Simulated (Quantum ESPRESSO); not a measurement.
**Fields calculation of Ga6As (part 2 of 2)**

Ga6As (P6/mmm, 7 atoms in the cell); Kohn-Sham DFT of a periodic cell, PBEsol with D3(BJ), PseudoDojo 0.4.1 SR LDA standard, no spin polarisation (Quantum ESPRESSO 7.5); cutoff 1088.45 eV, 6×6×5 k-mesh, fermi-dirac of 0.1 eV. The structure was made by swapping elements on the sites of another compound; it need not be a known phase.

Geometry of the input (Å; fractional positions):
```
4.8888  0.0000  0.0000
-2.4444  4.2338  0.0000
0.0000  0.0000  5.2866
Ga 0.3329  0.0000  0.5000
Ga 0.6671  0.0000  0.5000
Ga -0.0000  0.3329  0.5000
Ga 0.0000  0.6671  0.5000
Ga 0.6671  0.6671  0.5000
Ga 0.3329  0.3329  0.5000
As 0.0000  0.0000  0.0000
```

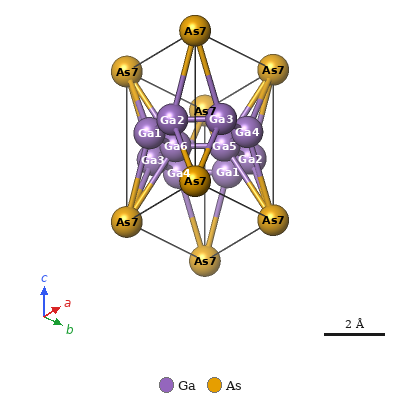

*The input geometry (ball-and-stick view of the cell of the calculation, seen at an oblique angle; atoms are numbered from 1 in the order of the input). An atom can appear more than once, as a periodic image.*

**The program's output, continued**
```
   -22.8818 -22.8371 -22.8371 -22.7228 -22.7228  -9.4671  -9.4251  -8.4342
    -8.3143  -8.0505  -7.8287  -7.6978  -7.4465  -7.2220  -7.1429  -7.1257
    -6.7865  -6.5402  -6.2654  -6.1923  -5.4087  -5.1045  -4.8684  -4.8577
    -4.5451  -4.3663  -4.2818  -4.1882  -3.9903  -3.8521  -3.5749  -3.5547
    -3.5507  -3.1757  -3.1417  -0.9345   1.6008   3.6849   5.0358   5.1704
     7.4837  10.1392  10.5147  10.9356  12.1551  12.9400  13.3601  13.3679
    14.4964  15.9488  16.4633  18.1651  18.4729  19.5057  19.9696  22.4927
    22.8257  23.6254  23.7843  24.6590

          k = 0.0000 0.3849 0.1849 (  8923 PWs)   bands (ev):

   -22.8818 -22.8371 -22.8371 -22.7228 -22.7228  -9.4671  -9.4251  -8.4342
    -8.3143  -8.0505  -7.8287  -7.6978  -7.4465  -7.2220  -7.1430  -7.1262
    -6.7866  -6.5402  -6.2659  -6.1924  -5.4086  -5.1045  -4.8687  -4.8585
    -4.5447  -4.3662  -4.2828  -4.1881  -3.9899  -3.8521  -3.5749  -3.5547
    -3.5506  -3.1756  -3.1414  -0.8600   1.6633   3.4484   4.7460   5.0741
     8.2707  10.1672  10.1732  10.8971  12.0053  12.4832  13.5485  14.1228
    14.9301  15.9815  16.4586  17.5510  18.8613  19.2294  20.2448  22.1759
    23.1379  23.4207  23.5416  24.3509

          k = 0.0000 0.3849 0.3699 (  8915 PWs)   bands (ev):

   -22.8818 -22.8371 -22.8371 -22.7228 -22.7228  -9.4671  -9.4251  -8.4342
    -8.3143  -8.0505  -7.8286  -7.6978  -7.4465  -7.2220  -7.1431  -7.1269
    -6.7867  -6.5403  -6.2667  -6.1927  -5.4086  -5.1045  -4.8691  -4.8596
    -4.5442  -4.3660  -4.2842  -4.1880  -3.9892  -3.8522  -3.5750  -3.5547
    -3.5505  -3.1755  -3.1408  -0.7271   1.8176   2.9029   4.4948   5.1391
     8.7033  10.2517  10.5108  11.1148  11.1946  12.5506  13.6935  14.4959
    15.8618  16.1694  16.2791  16.4695  19.1902  19.3153  20.9663  21.5556
    22.5196  23.4369  23.7408  24.1026

          k = 0.0000-0.5774 0.0000 (  8912 PWs)   bands (ev):

   -22.8818 -22.8371 -22.8371 -22.7228 -22.7228  -9.1831  -8.9211  -8.9098
    -8.7613  -8.0420  -8.0184  -7.5497  -7.5336  -7.1513  -7.0270  -6.9559
    -6.9554  -6.4437  -6.4198  -6.3924  -4.9327  -4.9090  -4.7371  -4.5645
    -4.5426  -4.4527  -4.4291  -4.4011  -3.7135  -3.7078  -3.7021  -3.6053
    -3.5194  -3.5171  -3.5022  -0.2019   0.3933   3.5205   4.8939   5.0800
     8.2031   9.8428  11.6458  12.3370  12.8855  13.0898  13.3980  13.7967
    13.8326  14.3193  14.3532  18.0537  19.1349  20.9327  21.6398  22.0250
    22.1731  23.5229  24.3566  24.4249

          k = 0.0000-0.5774 0.1849 (  8922 PWs)   bands (ev):

   -22.8818 -22.8371 -22.8371 -22.7228 -22.7228  -9.1830  -8.9211  -8.9098
    -8.7613  -8.0420  -8.0184  -7.5497  -7.5336  -7.1513  -7.0271  -6.9561
    -6.9555  -6.4444  -6.4198  -6.3925  -4.9326  -4.9088  -4.7374  -4.5662
    -4.5429  -4.4527  -4.4291  -4.4010  -3.7135  -3.7078  -3.7021  -3.6053
    -3.5187  -3.5170  -3.5019  -0.0887   0.4135   3.3775   4.6091   4.9326
     9.1801   9.2391  11.6832  12.4632  12.8643  12.9027  13.3970  13.9507
    14.0030  14.3590  14.9801  17.8500  19.1298  20.4218  21.5861  21.6550
    21.7150  23.3968  23.9933  24.6435

          k = 0.0000-0.5774 0.3699 (  8952 PWs)   bands (ev):

   -22.8818 -22.8371 -22.8371 -22.7228 -22.7228  -9.1830  -8.9210  -8.9098
    -8.7613  -8.0420  -8.0184  -7.5497  -7.5336  -7.1513  -7.0272  -6.9566
    -6.9557  -6.4455  -6.4199  -6.3927  -4.9325  -4.9084  -4.7378  -4.5689
    -4.5434  -4.4527  -4.4291  -4.4009  -3.7135  -3.7078  -3.7021  -3.6053
    -3.5175  -3.5169  -3.5015   0.1309   0.4468   2.9800   4.2531   4.9982
     8.6508  10.8099  11.0006  12.8671  12.9311  13.1606  13.2493  13.8678
    14.2321  14.5954  15.9336  16.2260  20.1650  21.0044  21.0541  21.7019
    21.7049  21.8054  22.4664  23.6448

          k = 0.1667 0.2887 0.0000 (  8933 PWs)   bands (ev):

   -22.8819 -22.8371 -22.8371 -22.7228 -22.7228  -9.5470  -9.5462  -8.1876
    -8.1857  -8.1149  -7.8776  -7.6475  -7.3435  -7.3352  -7.1843  -7.1693
    -6.7373  -6.5765  -6.1535  -6.1503  -5.5043  -5.3454  -4.9414  -4.9400
    -4.4031  -4.3903  -4.2117  -4.1345  -4.1304  -3.8910  -3.5431  -3.5429
    -3.5334  -3.0417  -3.0385  -1.1159   2.3717   3.1212   4.5529   7.2425
     7.3212   7.5626  10.9869  11.3937  11.6593  12.7008  12.8346  13.3274
    15.5894  16.1743  17.3594  18.2384  18.4379  19.1686  19.3676  22.1337
    22.4534  23.2107  23.3873  25.0634

          k = 0.1667 0.2887 0.1849 (  8914 PWs)   bands (ev):

   -22.8818 -22.8371 -22.8371 -22.7228 -22.7228  -9.5470  -9.5462  -8.1875
    -8.1857  -8.1149  -7.8776  -7.6474  -7.3434  -7.3352  -7.1843  -7.1698
    -6.7373  -6.5766  -6.1539  -6.1504  -5.5043  -5.3454  -4.9420  -4.9403
    -4.4028  -4.3901  -4.2126  -4.1342  -4.1302  -3.8910  -3.5431  -3.5429
    -3.5334  -3.0416  -3.0383  -1.0435   2.4320   3.1393   3.9367   7.3679
     7.4025   8.1624  10.6975  11.3924  11.5075  11.7028  13.7374  14.3320
    15.1596  16.1860  17.1940  18.2531  18.4625  18.8567  20.4507  21.7897
    22.0537  23.0764  23.5052  24.0385

          k = 0.1667 0.2887 0.3699 (  8910 PWs)   bands (ev):

   -22.8818 -22.8371 -22.8371 -22.7228 -22.7228  -9.5470  -9.5462  -8.1875
    -8.1857  -8.1149  -7.8776  -7.6474  -7.3434  -7.3352  -7.1844  -7.1707
    -6.7374  -6.5767  -6.1546  -6.1507  -5.5042  -5.3454  -4.9429  -4.9408
    -4.4022  -4.3898  -4.2139  -4.1336  -4.1299  -3.8910  -3.5430  -3.5429
    -3.5334  -3.0414  -3.0379  -0.9147   2.6227   3.1187   3.1691   7.4519
     7.4520   8.7495  10.9171  11.0047  11.4459  11.5853  13.8035  14.7007
    15.5187  16.1459  17.2500  17.9300  18.2699  19.1724  21.0269  21.6206
    22.3263  23.2662  23.4746  23.6559

          k = 0.1667 0.4811 0.0000 (  8914 PWs)   bands (ev):

   -22.8818 -22.8371 -22.8371 -22.7228 -22.7228  -9.2042  -9.1363  -8.6023
    -8.5851  -8.2602  -8.1665  -7.5281  -7.3837  -7.2165  -7.0389  -7.0166
    -6.8601  -6.5058  -6.4067  -6.3639  -5.0255  -4.7289  -4.6839  -4.6765
    -4.6427  -4.4469  -4.4257  -4.2005  -3.9178  -3.7777  -3.6493  -3.6144
    -3.5699  -3.4354  -3.4287  -0.3839   1.0001   2.4117   4.5060   7.0930
     8.0988   9.8441  10.3425  11.8440  11.9124  12.9217  13.1946  13.8074
    14.1224  15.7226  16.0830  18.6280  18.7179  20.1123  20.6064  22.2448
    22.5545  23.1726  23.6495  23.9369

          k = 0.1667 0.4811 0.1849 (  8932 PWs)   bands (ev):

   -22.8818 -22.8371 -22.8371 -22.7228 -22.7228  -9.2042  -9.1363  -8.6023
    -8.5851  -8.2602  -8.1665  -7.5281  -7.3837  -7.2165  -7.0390  -7.0169
    -6.8602  -6.5059  -6.4073  -6.3642  -5.0254  -4.7293  -4.6838  -4.6774
    -4.6424  -4.4468  -4.4267  -4.2005  -3.9176  -3.7777  -3.6493  -3.6144
    -3.5698  -3.4351  -3.4283  -0.2966   1.0542   2.4460   3.9170   7.0664
     8.8444   9.6799  10.1575  11.0947  12.5318  13.2855  13.6827  14.1149
    14.1872  15.3574  16.0937  17.7648  19.3378  19.7954  20.8049  21.9345
    22.6213  23.1251  23.6530  23.8597

          k = 0.1667 0.4811 0.3699 (  8928 PWs)   bands (ev):

   -22.8818 -22.8371 -22.8371 -22.7228 -22.7228  -9.2041  -9.1363  -8.6023
    -8.5851  -8.2602  -8.1665  -7.5281  -7.3837  -7.2165  -7.0391  -7.0173
    -6.8604  -6.5062  -6.4082  -6.3646  -5.0253  -4.7301  -4.6838  -4.6787
    -4.6421  -4.4466  -4.4282  -4.2004  -3.9174  -3.7777  -3.6493  -3.6144
    -3.5695  -3.4345  -3.4276  -0.1411   1.1750   2.5590   3.0750   7.1001
     8.8002   9.9029  10.2397  11.4123  12.8407  13.4999  13.9395  14.0584
    14.6023  15.2976  16.0466  17.1157  18.8518  20.3086  21.3525  21.5581
    21.9408  22.6755  23.0316  23.6836

          k = 0.3333 0.5774 0.0000 (  8907 PWs)   bands (ev):

   -22.8818 -22.8371 -22.8371 -22.7228 -22.7228  -8.8736  -8.8514  -8.8514
    -8.5525  -8.5216  -8.5216  -7.3411  -7.3411  -7.3217  -6.9507  -6.9261
    -6.9261  -6.4852  -6.4852  -6.4788  -4.6646  -4.6429  -4.6429  -4.5899
    -4.5739  -4.5739  -4.2154  -4.2154  -4.1786  -3.6998  -3.6998  -3.6857
    -3.5838  -3.5838  -3.5663   0.2157   1.0685   1.0685   4.4889   8.5313
     9.6005   9.6005   9.8763  10.5992  10.5992  12.6363  12.6363  15.3858
    15.3858  15.4167  16.6190  19.4936  19.4936  19.7462  19.7462  21.3399
    21.9626  22.5052  22.5052  22.9034

          k = 0.3333 0.5774 0.1849 (  8919 PWs)   bands (ev):

   -22.8818 -22.8371 -22.8371 -22.7228 -22.7228  -8.8735  -8.8514  -8.8514
    -8.5525  -8.5216  -8.5216  -7.3411  -7.3411  -7.3217  -6.9507  -6.9262
    -6.9262  -6.4853  -6.4853  -6.4798  -4.6645  -4.6428  -4.6428  -4.5917
    -4.5742  -4.5742  -4.2154  -4.2154  -4.1786  -3.6998  -3.6998  -3.6857
    -3.5834  -3.5834  -3.5660   0.3582   1.0878   1.0878   3.8976   9.3475
     9.5608   9.5608  10.0539  10.0934  10.0934  13.4951  13.4951  15.4011
    15.4011  15.4225  15.9358  18.5094  18.5094  20.5593  21.0865  21.0865
    21.6946  22.6103  22.6103  23.4862

          k = 0.3333 0.5774 0.3699 (  8970 PWs)   bands (ev):

   -22.8818 -22.8371 -22.8371 -22.7228 -22.7228  -8.8735  -8.8514  -8.8514
    -8.5525  -8.5216  -8.5216  -7.3411  -7.3411  -7.3217  -6.9508  -6.9264
    -6.9264  -6.4855  -6.4855  -6.4813  -4.6644  -4.6425  -4.6425  -4.5944
    -4.5748  -4.5748  -4.2154  -4.2154  -4.1786  -3.6998  -3.6998  -3.6857
    -3.5827  -3.5827  -3.5655   0.6574   1.1196   1.1196   3.0811   9.2833
     9.2833   9.7575   9.8351   9.8351  11.6258  14.2739  14.6069  14.6069
    15.3509  15.3509  15.4318  18.4302  18.4302  19.2115  20.9300  20.9300
    22.0019  22.8911  22.8912  23.6325

     the Fermi energy is    13.6400 ev

!    total energy              =   -1124.83459195 Ry
     estimated scf accuracy    <          2.2E-11 Ry
     smearing contrib. (-TS)   =      -0.00889891 Ry
     internal energy E=F+TS    =   -1124.82569304 Ry

     The total energy is F=E-TS. E is the sum of the following terms:
     one-electron contribution =    -878.69681464 Ry
     hartree contribution      =     523.33519681 Ry
     xc contribution           =    -299.08237378 Ry
     ewald contribution        =    -470.20033110 Ry
     DFT-D3 Dispersion         =      -0.18137032 Ry

     convergence has been achieved in  12 iterations

     Forces acting on atoms (cartesian axes, Ry/au):

     atom    1 type  1   force =     0.02370992   -0.00000000    0.00000000
     atom    2 type  1   force =    -0.02370992    0.00000000    0.00000000
     atom    3 type  1   force =    -0.01185496    0.02053339    0.00000000
     atom    4 type  1   force =     0.01185496   -0.02053339    0.00000000
     atom    5 type  1   force =    -0.01185496   -0.02053339   -0.00000000
     atom    6 type  1   force =     0.01185496    0.02053339   -0.00000000
     atom    7 type  2   force =     0.00000000    0.00000000    0.00000000

     Total force =     0.058077     Total SCF correction =     0.000042

     Computing stress (Cartesian axis) and pressure

          total   stress  (Ry/bohr**3)                   (kbar)     P=     2306.08
   0.02381755  -0.00000000   0.00000000         3503.68       -0.00        0.00
   0.00000000   0.02381755   0.00000000            0.00     3503.68        0.00
   0.00000000   0.00000000  -0.00060591            0.00        0.00      -89.13

=------------------------------------------------------------------------------=
   JOB DONE.
=------------------------------------------------------------------------------=
```

**File pp_elf.out**
```
This program is part of the open-source Quantum ESPRESSO suite
     for quantum simulation of materials; please cite
         "P. Giannozzi et al., J. Phys.:Condens. Matter 21 395502 (2009);
         "P. Giannozzi et al., J. Phys.:Condens. Matter 29 465901 (2017);
         "P. Giannozzi et al., J. Chem. Phys. 152 154105 (2020);
          URL
     in publications or presentations arising from this work. More details at

     ./tmp/pwscf.save/

     IMPORTANT: XC functional enforced from input :
     Exchange-correlation= PBESOL
                           (   1   4  10   8   0   0   0)
     Any further DFT definition will be discarded
     Please, verify this is what you really want

     G-vector sticks info
     --------------------
     sticks:   dense  smooth     PW     G-vecs:    dense   smooth      PW
     Sum        1891    1891    517                71475    71475   10627

     Using Slab Decomposition

     Calling punch_plot, plot_num =   8
     Message from routine do_elf_kin:
     elf/kin + US not fully implemented
     Writing data to file  elf.dat
     Reading data from file  elf.dat

     Writing data to be plotted to file elf.cube
     Plot Type: 3D                     Output format: Gaussian cube

=------------------------------------------------------------------------------=
   JOB DONE.
=------------------------------------------------------------------------------=
```

**File pp_potential_ks.out**
```
This program is part of the open-source Quantum ESPRESSO suite
     for quantum simulation of materials; please cite
         "P. Giannozzi et al., J. Phys.:Condens. Matter 21 395502 (2009);
         "P. Giannozzi et al., J. Phys.:Condens. Matter 29 465901 (2017);
         "P. Giannozzi et al., J. Chem. Phys. 152 154105 (2020);
          URL
     in publications or presentations arising from this work. More details at

     ./tmp/pwscf.save/

     IMPORTANT: XC functional enforced from input :
     Exchange-correlation= PBESOL
                           (   1   4  10   8   0   0   0)
     Any further DFT definition will be discarded
     Please, verify this is what you really want

     G-vector sticks info
     --------------------
     sticks:   dense  smooth     PW     G-vecs:    dense   smooth      PW
     Sum        1891    1891    517                71475    71475   10627

     Using Slab Decomposition

     Calling punch_plot, plot_num =   1
     Writing data to file  potential_ks.dat
     Reading data from file  potential_ks.dat

     Writing data to be plotted to file potential_ks.cube
     Plot Type: 3D                     Output format: Gaussian cube

=------------------------------------------------------------------------------=
   JOB DONE.
=------------------------------------------------------------------------------=
```

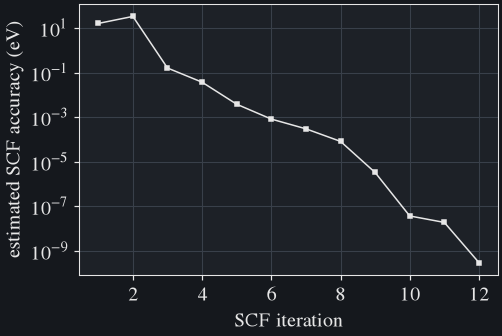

*Convergence of the self-consistent field: estimated SCF accuracy against the iteration.*

The field takes 12 iterations in all.

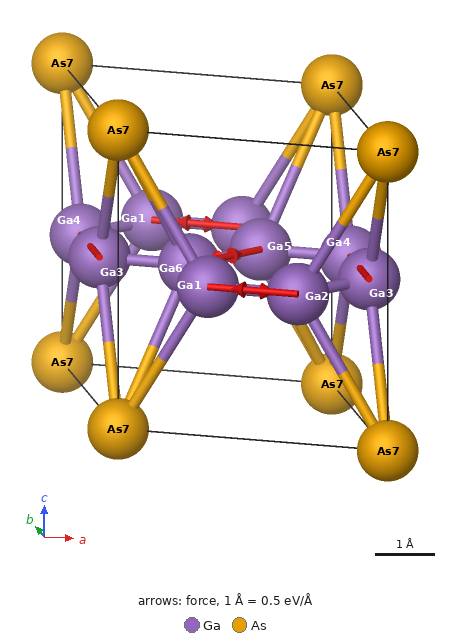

*Forces on the atoms as red arrows (ball-and-stick view of the cell of the calculation, seen slightly off an axis; atoms are numbered from 1 in the order of the input).*

The largest act on all 6 Ga atoms (0.61 eV/Å). The geometry is not a stationary point of this energy.

**Results in brief**

| quantity | value |
| --- | --- |
| outcome | converged |
| space group (tolerance 0.01 Å) | P6/mmm (191) |
| electrons treated | 93 |
| free energy | −15304.1543 eV |
| Fermi energy | 13.640 eV |
| gap on the k-point mesh | none (metallic) |
| pressure | 230.61 GPa |
| largest force (length of the vector) | 0.610 eV/Å |
| hardware | 1 thread of AMD EPYC (Zen 3), 16 GiB of memory available, shared host |
| wall time | 2.5 min |
| peak memory | 0.3 GiB |

**Notes**

Further notes kept with the run: potentials made for another functional. Points of doubt noted for this run: potentials made for another functional.
